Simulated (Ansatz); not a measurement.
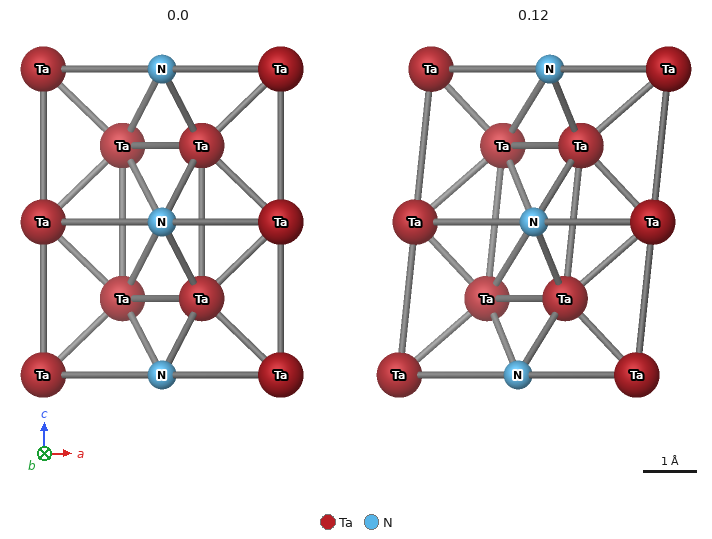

Solid TaN (set up in P6/mmm), under shear of c along a (cell held, atoms relaxed), with energies (extrapolated to zero smearing) counted from the relaxed crystal, which is the row at zero. The picture shows the first and the last member. Style: ball-and-stick. Shown: the cell of the calculation, repeated 1 × 1 × 2 with one cell outlined, along the b axis.

Computed with Ansatz 0.2.0: DFT PBEsol, scalar-relativistic, plane waves, PAW. Set-up: plane-wave cutoff 420 eV; k-point mesh 12 × 12 × 12; occupations gaussian; smearing width 0.1 eV; no spin polarisation; atoms relaxed in a fixed cell; force threshold 0.008 eV/Å.

| strain | energy (meV/atom) | a (Å) | c (Å) |
| --- | --- | --- | --- |
| 0.0 | 0.00 | 5.205 | 2.904 |
| 0.02 | 2.91 | 5.205 | 2.904 |
| 0.04 | 11.61 | 5.205 | 2.906 |
| 0.06 | ? | ? | ? |
| 0.08 | 45.98 | 5.205 | 2.913 |
| 0.12 | 101.65 | 5.205 | 2.924 |

Estimate the missing row from the others, and compare with the calculation.

Answer. A parabola through three neighbouring rows (0.02, 0.04, 0.08) gives, with Lagrange weights, (−0.3333)(2.91) + (1.0000)(11.61) + (0.3333)(45.98) = 25.97 meV/atom. The calculation gives 26.01 meV/atom (a = 5.205 Å, c = 2.909 Å). The estimate is 0.04 meV/atom too low. From the first member to the last: Ta–Ta 3.337 → 3.194 Å, Ta–Ta 3.337 → 3.467 Å, N–Ta 2.089 → 2.209 Å.

The whole series:

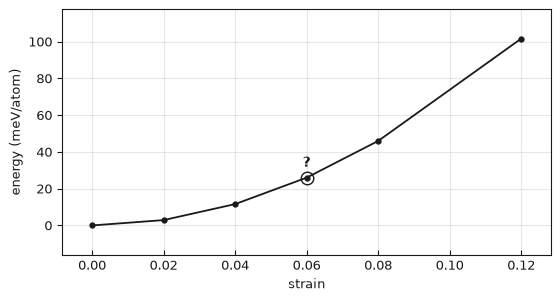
